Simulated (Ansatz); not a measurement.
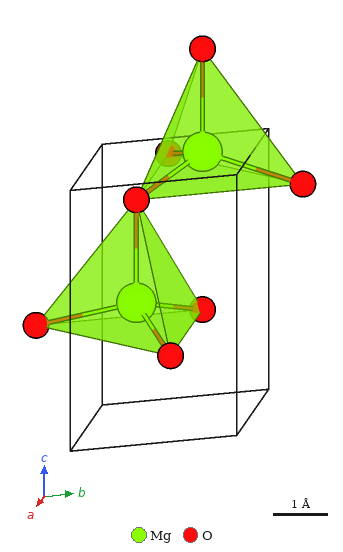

This is crystalline MgO (built on the wurtzite type) at its r2SCAN-relaxed geometry. A polyhedral model of the cell of the calculation, seen slightly off an axis.

Computed with DFT, PBE, plane waves, PAW (Ansatz 0.2.0). (plane-wave cutoff 420 eV; k-point mesh 12 × 12 × 6; occupations fermi dirac; smearing width 0.02 eV; no spin polarisation)

Change: All lengths are scaled by +3.0 % (volume +9.3 %). The atoms were relaxed with r2SCAN under that strain, and this is a single point on that geometry.

**What does the calculation give for the changed structure?**

Some distances before and after: Mg–O 1.971 → 2.033 Å, Mg–O 1.987 → 2.035 Å. The space group stays P6_3mc (No. 186). It costs 9.0 meV per atom. The pressure goes from 3.9 to −5.8 GPa. The principal stresses (compression positive) are −4.5 GPa along c and −6.4 GPa across it. The largest forces, 0.017 eV/Å, act on Mg and O.

Drawn alike, the variant:

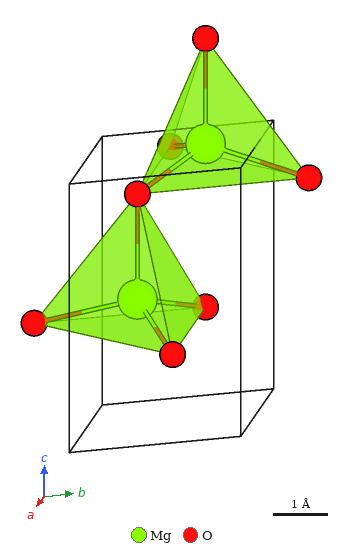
